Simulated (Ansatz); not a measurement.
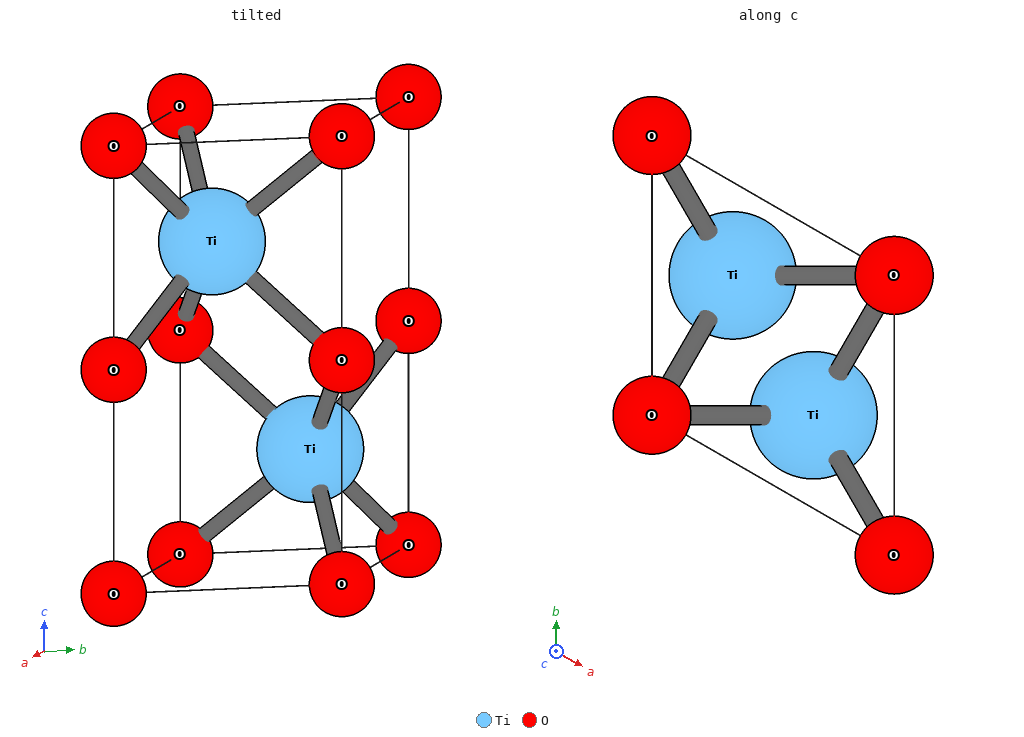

The crystal in a ball-and-stick representation, seen slightly off an axis and along the c axis. One conventional unit cell is framed, with atoms on its boundary repeated. Cell: a = 2.760 Å, b = 2.760 Å, c = 5.350 Å, α = 90.00°, β = 90.00°, γ = 120.00°.

What can be read from this drawing?

- The formula is TiO.
- Space group: P6_3/mmc (No. 194). Lattice: primitive hexagonal.
- It belongs to the family called anti-NiAs type.
- The cell has 4 atoms, namely 2 Ti, 2 O.
- The neighbours of Ti are six Ti and six O (about 2.8 Å to Ti, 2.1 Å to O). The coordination shell of O holds six Ti in a distorted octahedral arrangement at about 2.1 Å. Not all metal-metal contacts are counted.
- The bonds build a three-dimensional framework.

The initial geometry was a structure listed in the Materials Project. It was relaxed at fixed volume with DFT PBEsol, scalar-relativistic, plane waves, PAW (Ansatz 0.2.0).

At this level of theory the cell isn't at rest (compressed, at 18 GPa), so its distances can differ from those at equilibrium, the more so the softer the solid.
